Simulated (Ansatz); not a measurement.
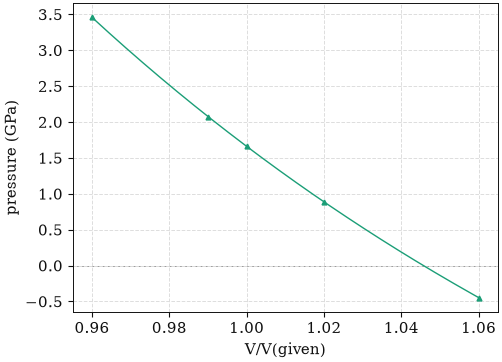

Plotted: pressure against V/V(given).

Method: periodic Kohn-Sham DFT of a crystal at fixed atoms, scaled to the stated factor times the given cell; pressure positive in compression (Ansatz 0.2.0). Level: PBE.

Question: For which of these solids was it computed?
A. MgTe, P6_3mc (No. 186), 33.0 Å³/atom
B. TiO₂, I4_1/amd (No. 141), 11.4 Å³/atom
C. TaN, P6_3/mmc (No. 194), 9.9 Å³/atom

Answer: A, MgTe: pressure from −0.447 GPa to 3.457 GPa. The others give: TiO₂, pressure from −5.9 GPa to 16.2 GPa; TaN, pressure from 39.8 GPa to 95.9 GPa.

For MgTe, limits of the calculation: field gradient without spin-orbit coupling on heavy atoms; no spin-orbit coupling on heavy atoms; shape and atomic fractions are frozen while scaling, which makes layered, chain and framework solids too stiff.

For TaN, limits of the calculation: cell far from its zero-pressure volume; field gradient without spin-orbit coupling on heavy atoms; no gap: field gradients move with the k mesh; no spin-orbit coupling on heavy atoms; the volumes run don't bracket the minimum of the energy, so any equilibrium value is extrapolated; shape and atomic fractions are frozen while scaling, which makes layered, chain and framework solids too stiff.

For TiO₂, limits of the calculation: shape and atomic fractions are frozen while scaling, which makes layered, chain and framework solids too stiff.
